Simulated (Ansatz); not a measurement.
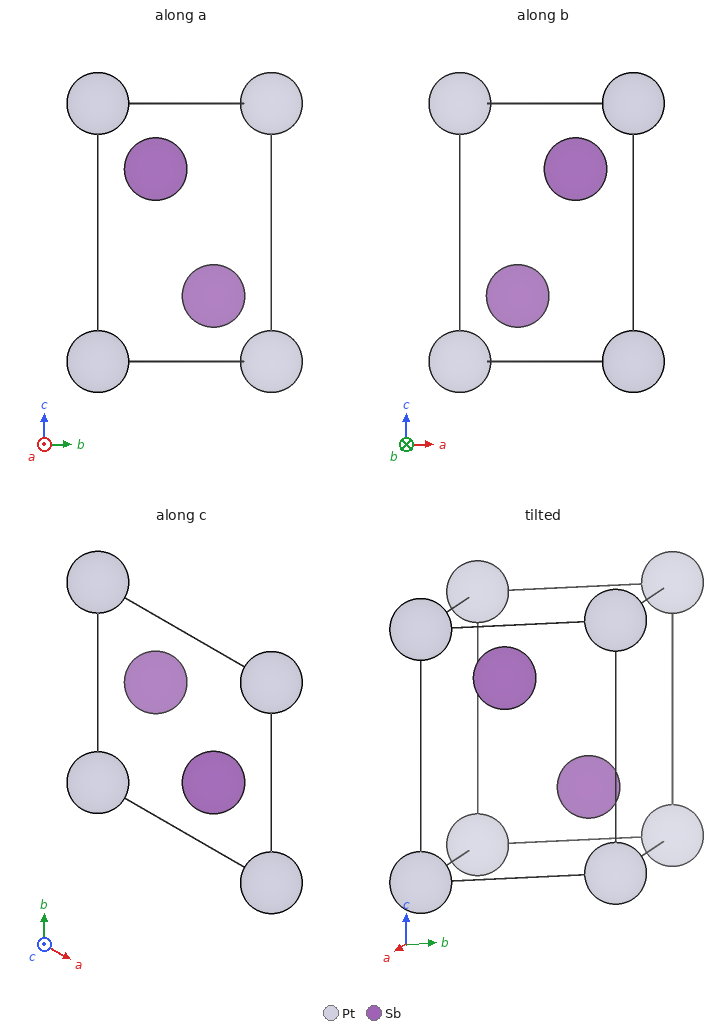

Shown here is a spheres-only view of the crystal, taken along the a axis, along the b axis, along the c axis and slightly off an axis. The edges of the conventional unit cell are marked.

Lattice parameters: a = 4.0860 Å, b = 4.0860 Å, c = 5.2628 Å, α = 90.000°, β = 90.000°, γ = 120.000°.

### Set out the cell and atoms as a CIF in P1 with every atom of the cell, with free fractional coordinates to two decimals.

```cif
data_structure
_symmetry_space_group_name_H-M 'P 1'
_symmetry_Int_Tables_number 1
_cell_length_a 4.0860
_cell_length_b 4.0860
_cell_length_c 5.2628
_cell_angle_alpha 90.000
_cell_angle_beta 90.000
_cell_angle_gamma 120.000
_cell_volume 76.09
loop_
_atom_site_label
_atom_site_type_symbol
_atom_site_fract_x
_atom_site_fract_y
_atom_site_fract_z
_atom_site_occupancy
Pt1 Pt 0.00 0.00 0.00 1
Sb1 Sb 0.3333 0.6667 0.25 1
Sb2 Sb 0.6667 0.3333 0.75 1
```

The structure comes from a structure type filled with these elements by a generator (whether the compound takes this form wasn't checked). It was relaxed at fixed volume with DFT PBE, scalar-relativistic, plane waves, PAW (Ansatz 0.2.0).
